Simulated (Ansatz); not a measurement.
**Run report: NiSb, geometry relaxation (part 2 of 2)**

Continued. System: NiSb (P6₃/mmc, 4 atoms in the cell). Method: DFT PBEsol, scalar-relativistic, plane waves, PAW, no spin polarisation (Ansatz 0.2.0); cutoff 420 eV, 18×18×10 k-mesh, Gaussian smearing of 0.1 eV. The structure derives from an entry of the Crystallography Open Database. It belongs to a series of runs on one base structure; here: biaxial strain in the a-b plane, c and atoms relaxed: +2.0 %.

Geometry of the input (Å; fractional positions):
```
3.9943  0.0000  0.0000
-1.9971  3.4591  0.0000
0.0000  0.0000  5.0095
Ni 0.0000  0.0000  0.0000
Ni 0.0000  0.0000  0.5000
Sb 0.3333  0.6667  0.2500
Sb 0.6667  0.3333  0.7500
```

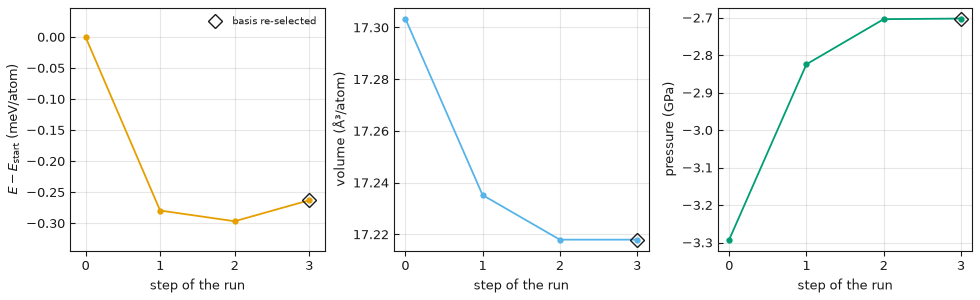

*Progress of the relaxation, step by step (the first geometry is step 0 here and step 1 in the log).*

The energy falls by 0.3 meV per atom in 2 geometry steps. All forces vanish by symmetry, so only the cell relaxes. The pressure goes from −3.29 to −2.70 GPa. No atom moves by more than 0.005 Å relative to the cell. Cell: a = b stay at 3.994 Å, c 5.009 → 4.985 Å (−0.5 %). Volume −0.5 %. Among the contacts that change: Ni1–Ni2 2.505 → 2.492 Å. The space group stays P6_3/mmc (No. 194). A last SCF at the same geometry on a re-selected plane-wave basis shifts the energy by +0.0 meV per atom. (Atoms are counted from 1 in the order of the input.)

```
basis re-selected at this cell: Δ(F+E_penalty+E_count) = +1.358e-4 eV, ΔP = +0.002 GPa vs the last step (what re-selecting the basis moved, of the pressure what is left beyond the Pulay correction that the steps carried, after the strain that the cell walked since its last selection, with what the two solves' SCF thresholds leave and, on support functions, any second-order correction that the steps lacked; it is no measure of the basis error at this ecutwfc). This SCF's stress stands 6.07e-3 GPa from its target on what of the cell is left free (relax.cell.stress_tol is 1.50e-2 GPa) and its largest allowed force component is 4.05e-17 eV/Å (relax.f_tol is 8.00e-3 eV/Å): within both
SCF converged after 10 iterations
Free energy (F): -24427.323972 eV
Harris-Foulkes:  -24427.323972 eV  (|F-HF|=7.28e-12)
Internal energy: -24427.311604 eV  (E = F + TS)
E sigma→0 (E₀):  -24427.317788 eV
Entropy (-TS):   -0.012368 eV (-3.092 meV/atom)
Fermi energy:    14.998348 eV
--- Per-component energies (eV) ---
  E_band       = -875.254927
  E_kinetic    = 988.806375
  E_local      = -11142.483695  (includes V_loc(G=0)·N_el)
  E_nonlocal   = 2012.501194
  E_hartree    = 4868.583683
  E_xc         = -445.798300
  E_vxc        = -414.587472  (∫ρ·V_xc dr)
  E_paw        = -12201.096675  (= ΣΔE_a)
  E_vpaw       = -2056.659641  (= ΣTr[D̂ρ^β])
  E_aug_tail   = 0.000946  (compensation charges beyond the density's cutoff)
  E_ewald      = -8508.883423
  E_core_change = 1.058292  (= ΣΔE_core)
  E_smearing   = -0.012368  (= −TS)
  E_closure    = 0.000000  (closes the sum)
  Σ components = -24427.323972   (vs F -24427.323972, Δ=0.00e0)
--- Forces (eV/Å), atoms counted from 1 ---
  atom   1  Ni     0.00000000    -0.00000000     0.00000000
  atom   2  Ni     0.00000000     0.00000000     0.00000000
  atom   3  Sb     0.00000000     0.00000000    -0.00000000
  atom   4  Sb    -0.00000000    -0.00000000     0.00000000
  max |Σ_I F_I| component: 6.94e-18 eV/Å
--- Stress (GPa, compression-positive) ---
       -4.056335      -0.000000       0.000000
        0.000000      -4.056335      -0.000000
        0.000000      -0.000000       0.006073
  P = ⅓ Tr σ = -2.7022 GPa (-27.022 kbar)
--- Band table (eV; the first three rows and the last of 222) ---
  k-point 0: bands = ["-87.9519", "-87.9405", "-48.5376", "-48.5306", "-48.5306", "-48.5194", "-48.5194", "-48.4194", "-14.1622", "-14.1622", "-14.1443", "-14.1210", "-14.0983", "-14.0983", "-14.0982", "-14.0982", "-14.0963", "-14.0963", "2.0268", "6.8505", "8.9635", "10.9967", "10.9967", "11.7314", "12.4002", "12.4002", "12.9641", "12.9641", "13.8164", "13.8164", "15.1592", "15.3456", "15.3456", "17.2691", "17.2691", "17.7480", "19.0690", "19.8301", "21.4139", "21.4139"]
  k-point 1: bands = ["-87.9516", "-87.9408", "-48.5347", "-48.5304", "-48.5304", "-48.5196", "-48.5196", "-48.4224", "-14.1615", "-14.1615", "-14.1436", "-14.1215", "-14.1055", "-14.1055", "-14.0974", "-14.0974", "-14.0906", "-14.0906", "2.0870", "6.4350", "9.4318", "11.0329", "11.0329", "11.7740", "12.4251", "12.4251", "12.9000", "12.9000", "13.7251", "13.7251", "15.0862", "15.4894", "15.4894", "17.2685", "17.2685", "17.8758", "18.7123", "19.9666", "21.2555", "21.2555"]
  k-point 2: bands = ["-87.9508", "-87.9416", "-48.5296", "-48.5296", "-48.5264", "-48.5204", "-48.5204", "-48.4308", "-14.1593", "-14.1593", "-14.1418", "-14.1230", "-14.1147", "-14.1147", "-14.0950", "-14.0950", "-14.0861", "-14.0861", "2.2671", "5.6603", "10.3461", "11.1397", "11.1397", "11.8952", "12.4981", "12.4981", "12.7147", "12.7147", "13.5338", "13.5338", "14.9132", "15.8292", "15.8292", "17.2608", "17.2608", "17.9653", "18.2341", "20.1505", "20.9203", "20.9203"]
  k-point 221: bands = ["-87.9462", "-87.9462", "-48.5253", "-48.5253", "-48.5252", "-48.5252", "-48.4786", "-48.4786", "-14.1497", "-14.1497", "-14.1338", "-14.1338", "-14.1073", "-14.1073", "-14.0910", "-14.0910", "-14.0905", "-14.0905", "5.4203", "5.4203", "9.3908", "9.3908", "9.9009", "9.9009", "12.3243", "12.3243", "12.9257", "12.9257", "13.0467", "13.0467", "13.6073", "13.6073", "13.7643", "13.7643", "19.4763", "19.4763", "22.6370", "22.6370", "22.6424", "22.6424"]
--- Relaxed structure (3 steps of the walk, 3 accepted, 1 SCFs on fresh bases) ---
  F+E_penalty+E_count = -24427.32397151 eV   max|allowed force component| = 4.048e-17 eV/Å   (the final SCF, on the basis selected at the relaxed cell)
  cell:  # Å, volume = 68.8718 Å³
    - [3.994256749497427, -2.8867428071640715e-11, -3.6518699204740884e-19]
    - [-1.9971283747237134, 3.459127814316662, 1.8259349602141824e-19]
    - [-4.580042711220675e-19, -7.0494356221130065e-34, 4.984699831022887]
  atoms:
    - { symbol: Ni, position: [8.844930722017855e-37, -1.1164348301659497e-35, -1.4417220714644173e-35] }
    - { symbol: Ni, position: [1.2037062152420224e-35, 2.1748730458550476e-36, 0.5] }
    - { symbol: Sb, position: [0.3333333333333333, 0.6666666666666666, 0.25] }
    - { symbol: Sb, position: [0.6666666666666666, 0.33333333333333326, 0.75] }
```

Trajectory as extended XYZ (Å, eV, eV/Å), 4 frames, from step=1 to step=4
```
4
Lattice="3.9943 0.0000 0.0000 -1.9971 3.4591 0.0000 0.0000 0.0000 5.0095" Properties=species:S:1:pos:R:3:forces:R:3 step=1 energy=-24427.32292 pressure_GPa=-3.29
Ni    0.0000    0.0000    0.0000    0.0000   0.0000   0.0000
Ni    0.0000    0.0000    2.5047    0.0000   0.0000   0.0000
Sb    0.0000    2.3061    1.2524    0.0000   0.0000   0.0000
Sb    1.9971    1.1530    3.7571    0.0000   0.0000   0.0000
4
Lattice="3.9943 0.0000 0.0000 -1.9971 3.4591 0.0000 0.0000 0.0000 4.9897" Properties=species:S:1:pos:R:3:forces:R:3 step=2 energy=-24427.32404 pressure_GPa=-2.82
Ni    0.0000    0.0000    0.0000    0.0000   0.0000   0.0000
Ni    0.0000    0.0000    2.4948    0.0000   0.0000   0.0000
Sb    0.0000    2.3061    1.2474    0.0000   0.0000   0.0000
Sb    1.9971    1.1530    3.7423    0.0000   0.0000   0.0000
4
Lattice="3.9943 0.0000 0.0000 -1.9971 3.4591 0.0000 0.0000 0.0000 4.9847" Properties=species:S:1:pos:R:3:forces:R:3 step=3 energy=-24427.32411 pressure_GPa=-2.70
Ni    0.0000    0.0000    0.0000    0.0000   0.0000   0.0000
Ni    0.0000    0.0000    2.4924    0.0000   0.0000   0.0000
Sb    0.0000    2.3061    1.2462    0.0000   0.0000   0.0000
Sb    1.9971    1.1530    3.7385    0.0000   0.0000   0.0000
4
Lattice="3.9943 0.0000 0.0000 -1.9971 3.4591 0.0000 0.0000 0.0000 4.9847" Properties=species:S:1:pos:R:3:forces:R:3 step=4 energy=-24427.32397 pressure_GPa=-2.70
Ni    0.0000    0.0000    0.0000    0.0000   0.0000   0.0000
Ni    0.0000    0.0000    2.4924    0.0000   0.0000   0.0000
Sb    0.0000    2.3061    1.2462    0.0000   0.0000   0.0000
Sb    1.9971    1.1530    3.7385    0.0000   0.0000   0.0000
```

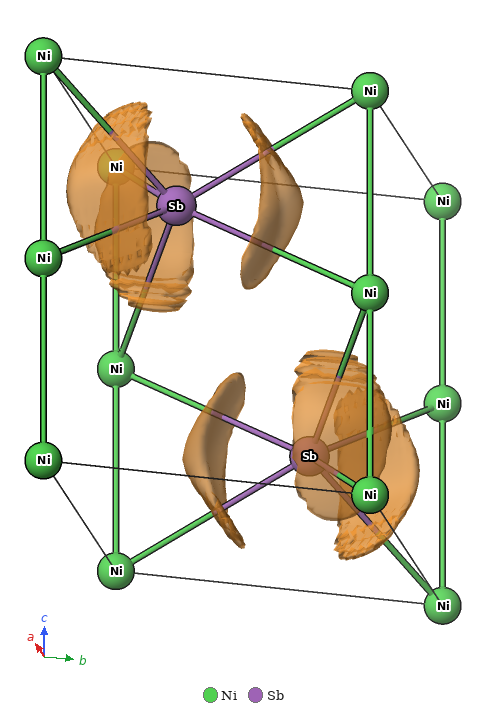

*Isosurface of the ELF at 0.45 (orange), seen at an oblique angle. Core shells and regions of very low density are left out. Sticks mark near contacts. The outline is the cell set on symmetry axes.*

Profiles from the grid: Ni–Ni (2.49 Å): the ELF is about 0.25 at the midpoint; no localised pair between them. Ni–Sb (2.62 Å): the ELF is about 0.45 at the midpoint, as expected for metallic bonding. In a PAW calculation such maps are meaningful between the atoms, not at the nuclei.

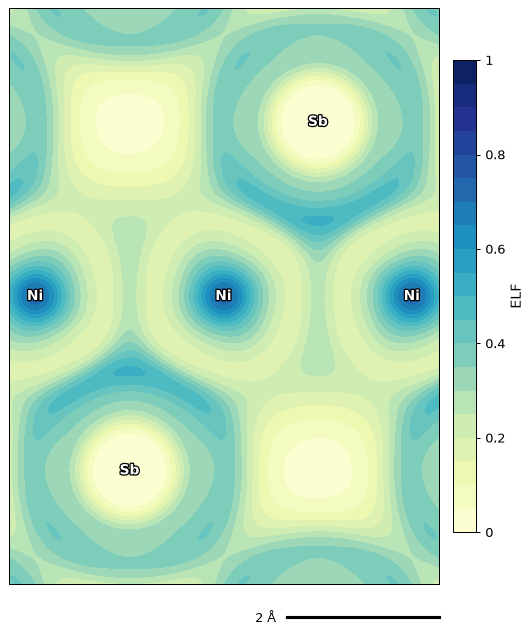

*ELF on the (110) plane of the conventional cell.*

The section cuts through Ni and Sb sites. Ni–Ni (2.49 Å): the ELF is about 0.25 at the midpoint; no shared electron pair. The strong features right at Ni lie inside the PAW spheres (semicore, d or f shells) and say nothing about bonding.
